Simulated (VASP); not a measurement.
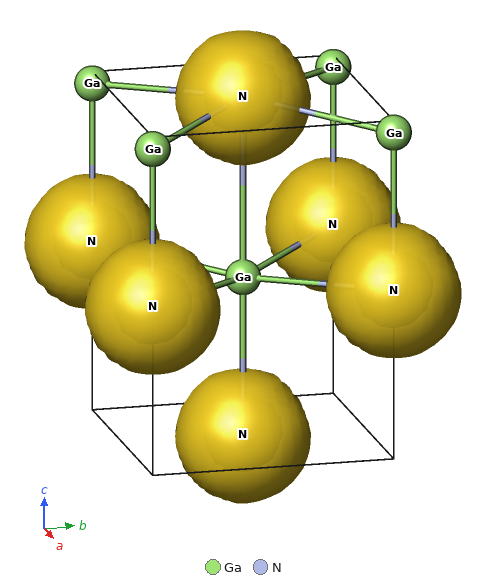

The picture shows: GaN. Isosurface of the ELF at 0.75 (yellow), seen slightly off an axis. Core shells and regions of very low density are left out. Sticks mark near contacts.

Space group I4mm; a structure from a database of computed crystals, not necessarily the ambient phase; changed on purpose from its base cell (atom 1 (Ga) moved by (-0.150, +0.000) A along x and y); not relaxed (largest force 0.4 eV/Å); computed pressure about −5 GPa in this cell.

Computed with VASP 6.6.1, Kohn-Sham DFT of a periodic cell, PBEsol, VASP PAW PBE potentials, recommended.

Core electrons are frozen (PAW), and the valence fields are smoothed inside the atomic spheres.

### Identify the bonds, lone pairs and shells in this picture.

At this value the surface marks out two regions wrapped around N (the valence shell of each), counted in one cell of 4 atoms. Regions shared between cells count once.

Values along the shortest contacts:
Ga–N (1.99 Å): the ELF peaks at about 0.85 in the valence shell of N, 0.6 Å from its nucleus, and is about 0.50 at the midpoint. Ga–N (2.14 Å): the ELF peaks at about 0.85 in the valence shell of N, 0.7 Å from its nucleus, and is about 0.40 at the midpoint.

### Does the calculation give a band gap?

It is gapped, with a Kohn–Sham gap of 0.34 eV on the k-point mesh, an upper bound to the gap of this method.
